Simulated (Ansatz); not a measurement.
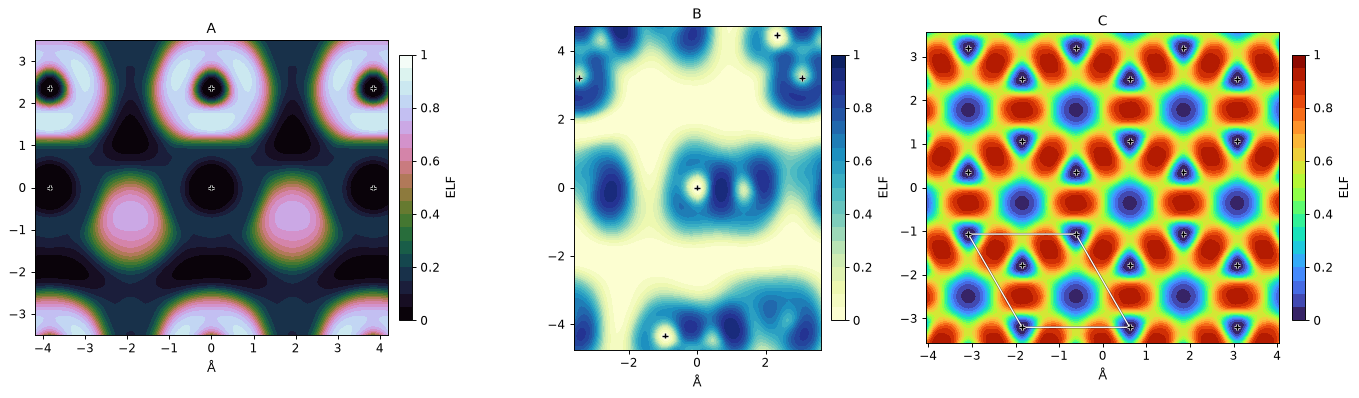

The electron localisation function of 3 systems, each on a plane through atoms (crosses mark nuclei in the plane).

Computed with DFT PBE, scalar-relativistic, plane waves, PAW in Ansatz.

System 1: C$_{28}$O (cell with a defect), the (010) plane of the calculation cell. 

```
CELL_PARAMETERS angstrom
-4.93303 -4.27213 0.00000
1.23326 -6.40820 0.00000
-1.23326 -3.56011 8.57567
ATOMIC_POSITIONS crystal
C 0.79439 0.94173 0.76746
C 0.92956 0.51812 0.77514
C 0.50146 0.80425 0.76877
C 0.65125 0.37980 0.76528
C 0.21697 0.65843 0.77136
C 0.36474 0.24397 0.73749
C 0.07401 0.08690 0.77238
C 0.45741 0.61285 0.76873
C 0.61500 0.19397 0.73749
C 0.16536 0.47625 0.76743
C 0.30989 0.03964 0.76537
C 0.88246 0.32783 0.77235
C 0.02506 0.89470 0.77517
C 0.74017 0.75694 0.77136
C 0.96931 0.11476 0.22851
C 0.11216 0.68595 0.22894
C 0.68356 0.97165 0.22896
C 0.82651 0.54315 0.22857
C 0.39791 0.82878 0.22881
C 0.54108 0.40054 0.22797
C 0.25508 0.25743 0.22880
C 0.63597 0.78116 0.22891
C 0.77909 0.35295 0.22797
C 0.35046 0.63836 0.22852
C 0.49327 0.20994 0.22855
C 0.06448 0.49550 0.22888
C 0.20740 0.06695 0.22877
C 0.92164 0.92408 0.22894
O 0.53881 0.26777 0.59083
```

System 2: C, the (001) plane of the conventional cell. Space group R-3m; a structure from a database of computed crystals, not necessarily the ambient phase.

```xyz
12
Lattice="2.4665 0.0000 0.0000 -1.2333 2.1361 0.0000 0.0000 0.0000 25.7270" Properties=species:S:1:pos:R:3 pbc="T T T"
C     1.2333    0.7120    6.4549
C     0.0000    1.4241   15.0305
C     0.0000    0.0000   23.6061
C     0.0000    0.0000    6.4546
C     1.2333    0.7120   15.0305
C     0.0000    1.4241   23.6061
C     1.2333    0.7120    2.1209
C     0.0000    1.4241   10.6965
C     0.0000    0.0000   19.2724
C     0.0000    0.0000    2.1209
C     1.2333    0.7120   10.6965
C     0.0000    1.4241   19.2721
```

System 3: ZnS, the (010) plane of the conventional cell. Space group P6₃mc; a structure from a database of computed crystals, not necessarily the ambient phase.

> Match each panel to its system.

Panel A is system 3, ZnS: the plane holds Zn and S. Zn–S (2.36 Å): the ELF peaks at about 0.90 in the valence shell of S, 0.9 Å from its nucleus, and is about 0.55 at the midpoint. Panel B is system 1, C$_{28}$O: the plane holds C and O. C–O (1.46 Å): the ELF peaks at about 0.75 between the atoms (a shared but strongly polarised pair). Panel C is system 2, C: the plane holds C. C–C (1.42 Å): the ELF peaks at about 0.95 between the atoms: localised, covalent bonding.
